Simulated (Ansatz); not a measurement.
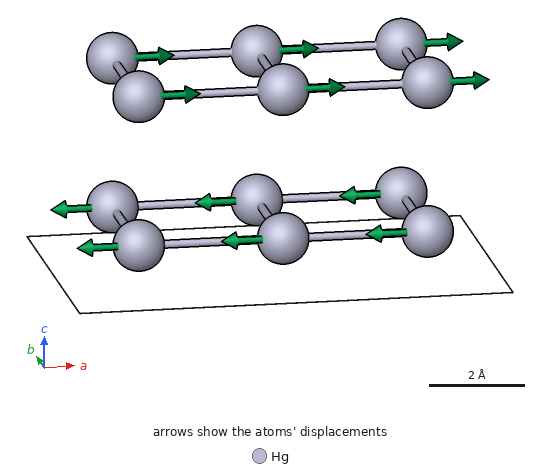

Lattice vibrations of a free-standing layer of Hg (a generated structure), space group P4/mmm (No. 123), at the zone centre. The optical levels lie at 3i (×2), 35 cm⁻¹. One mode is drawn. Displacements are drawn as green arrows; their common scale and sign are arbitrary. The picture is a ball-and-stick view of the 3 × 2 repeat of the cell, outlined in the plane, without the vacuum, seen slightly off an axis.

Method: DFT PBE, scalar-relativistic, plane waves, PAW (Ansatz). Set-up: plane-wave cutoff 420 eV; k-point mesh 18 × 18 × 1; occupations fermi dirac; smearing width 0.15 eV; no spin polarisation.

The frequencies depend somewhat on the k-mesh and the smearing.

Q: Which of these frequencies is the drawn mode's?

A: The level at 3i cm⁻¹. This is the E_g mode (doubly degenerate; one member of the set is drawn), the lowest optical level, Raman-active by symmetry. All motion is along a of the drawn cell; atoms of one kind move against one another, with no net shift of their sublattice. The frequency is so near zero that its sign isn't certain.
